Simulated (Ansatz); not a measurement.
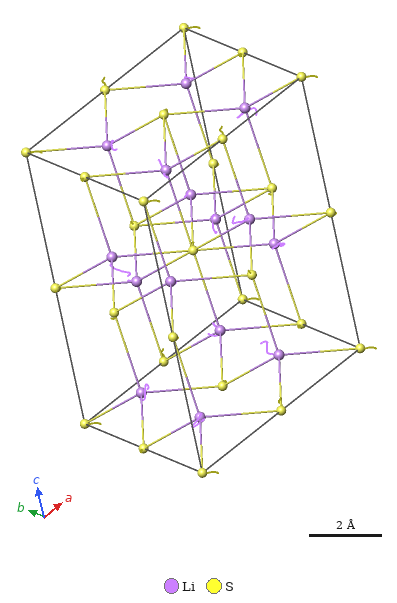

First-principles dynamics of Li$_{2}$S with a Li vacancy (23 atoms in the cell, charge -1), 80 fs long. Lines trace each atom's path, in the colour of its element; spheres stand at the starting positions. Seen slightly off an axis in the reduced simulation cell.

Computed with DFT PBE, scalar-relativistic, plane waves, PAW (Ansatz). Settings: plane-wave cutoff 420 eV; k-point mesh 2 × 2 × 2; Fermi-Dirac smearing 0.05 eV; Langevin thermostat (NVT); set temperature 700 K; time step 1 fs; friction 0.02 per fs.

Input file:
```yaml
crystal:
  lattice:
    - [0.0, 5.708, 5.708]
    - [5.708, 0.0, 5.708]
    - [5.708, 5.708, 0.0]
  atoms:
    - { symbol: Li, position: [0.125, 0.125, 0.125] }
    - { symbol: S, position: [0.0, 0.0, 0.0] }
    - { symbol: Li, position: [0.125, 0.125, 0.625] }
    - { symbol: Li, position: [0.375, 0.375, 0.875] }
    - { symbol: S, position: [0.0, 0.0, 0.5] }
    - { symbol: Li, position: [0.125, 0.625, 0.125] }
    - { symbol: Li, position: [0.375, 0.875, 0.375] }
    - { symbol: S, position: [0.0, 0.5, 0.0] }
    - { symbol: Li, position: [0.125, 0.625, 0.625] }
    - { symbol: Li, position: [0.375, 0.875, 0.875] }
    - { symbol: S, position: [0.0, 0.5, 0.5] }
    - { symbol: Li, position: [0.625, 0.125, 0.125] }
    - { symbol: Li, position: [0.875, 0.375, 0.375] }
    - { symbol: S, position: [0.5, 0.0, 0.0] }
    - { symbol: Li, position: [0.625, 0.125, 0.625] }
    - { symbol: Li, position: [0.875, 0.375, 0.875] }
    - { symbol: S, position: [0.5, 0.0, 0.5] }
    - { symbol: Li, position: [0.625, 0.625, 0.125] }
    - { symbol: Li, position: [0.875, 0.875, 0.375] }
    - { symbol: S, position: [0.5, 0.5, 0.0] }
    - { symbol: Li, position: [0.625, 0.625, 0.625] }
    - { symbol: Li, position: [0.875, 0.875, 0.875] }
    - { symbol: S, position: [0.5, 0.5, 0.5] }
total_charge: -1
basis:
  ecutwfc: 420.0
kpoints:
  mp_grid: { grid: [2, 2, 2] }
hamiltonian:
  xc: pbe
scf:
  occupations: { method: fermi_dirac, width: 0.05 }
  lower_state_search: "off"
md:
  timestep: 1
  n_steps: 80
  ensemble: nvt_langevin
  temperature: 700.0
  initial_velocities: maxwell_boltzmann
  seed: 595563
  friction: 0.02
```

Run as
```bash
ansatz run input.yaml --threads 1 --pin off --max-ram 3072MiB --backend cpu --events-out ev --progress --plain --runs-dir out
```

Describe the motion.

Root-mean-square distances from the starting positions over the second half, with the common drift of all atoms taken out: Li 0.35 Å, S 0.27 Å. The run lasts only 80 fs, too short to tell vibration from diffusion.

Limits of the set-up: the periodic images lie only 8.1 Å apart, so the values are limited by the cell's size; the cell is charged, on a uniform background, and energies carry no finite-size correction.

The run took 7.5 min on 1 thread of Arm Neoverse V2 (shared host), peak memory 0.69 GiB.
